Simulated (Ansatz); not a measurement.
System: W (slab).

Input file:

```
crystal:
  lattice:
    - [3.1835553857, 0.0, 0.0]
    - [-1.5917776928, 5.033643038, 0.0]
    - [0.0, 0.0, 27.0807432913]
  atoms:
    - { symbol: W, position: [0.3, 0.6, 0.2769495623] }
    - { symbol: W, position: [0.6, 0.2, 0.3141246352] }
    - { symbol: W, position: [0.9, 0.8, 0.3512997082] }
    - { symbol: W, position: [0.2, 0.4, 0.3884747811] }
    - { symbol: W, position: [0.5, 0.0, 0.4256498541] }
    - { symbol: W, position: [0.8, 0.6, 0.462824927] }
    - { symbol: W, position: [0.1, 0.2, 0.5] }
    - { symbol: W, position: [0.4, 0.8, 0.537175073] }
    - { symbol: W, position: [0.7, 0.4, 0.5743501459] }
    - { symbol: W, position: [0.0, 0.0, 0.6115252189] }
    - { symbol: W, position: [0.3, 0.6, 0.6487002918] }
    - { symbol: W, position: [0.6, 0.2, 0.6858753648] }
    - { symbol: W, position: [0.9, 0.8, 0.7230504377] }
basis:
  ecutwfc: 420
kpoints:
  mp_grid: { grid: [11, 7, 1] }
hamiltonian:
  xc: pbe
scf:
  occupations: { method: gaussian, width: 0.1 }
output:
  forces: true
  eigenvalues: true
  write_density: true
  write_potential: true
  elf: true
  volumetric_format: npy
relax:
  adjacent_minimum: "off"
  f_tol: 0.02
  max_steps: 60
efield:
  axis: 3
  dipole_correction: true
```

Run with:

```sh
ansatz run input.yaml --threads 2 --pin off --max-ram 5120MiB --backend cpu --events-out ev --progress --plain --runs-dir out
```

The fields are those of the relaxed geometry.

Computed with DFT PBE, scalar-relativistic, plane waves, PAW (Ansatz).

> What can the converged valence pseudo-density and electron localisation function tell about the bonding?

W–W (2.61 Å): the density is about 0.55 e/Å³ at the midpoint; the ELF is about 0.45 at the midpoint.
W–W (2.75 Å): the density is about 0.41 e/Å³ at the midpoint; the ELF is about 0.35 at the midpoint.
W–W (2.99 Å): ρ at the midpoint is about 0.32 e/Å³; the ELF is about 0.40 at the midpoint.

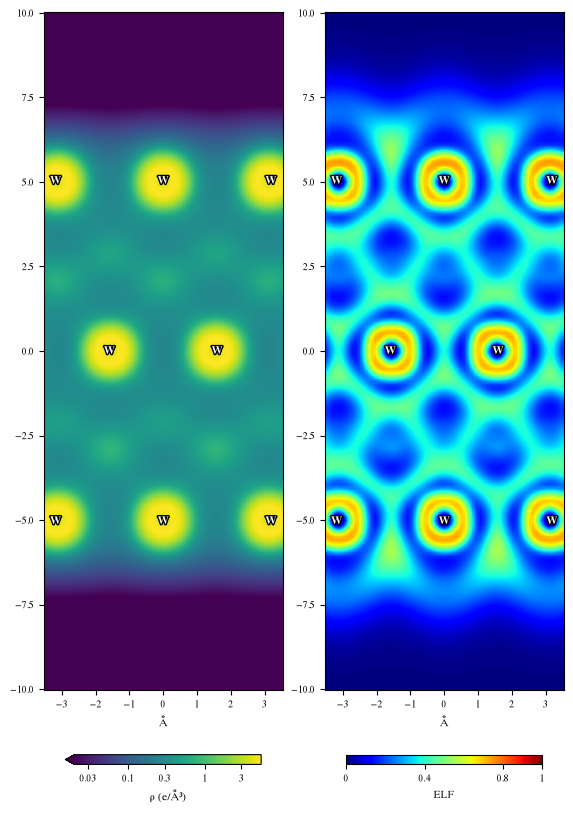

Computed valence pseudo-density and electron localisation function on the (010) plane of the calculation cell, a cut from vacuum to vacuum, in this order. Atoms just off the plane (W, 0.9 Å away) can leave unmarked features too.

The density is the valence pseudo-density of a PAW calculation; it isn't the true density close to the nuclei.
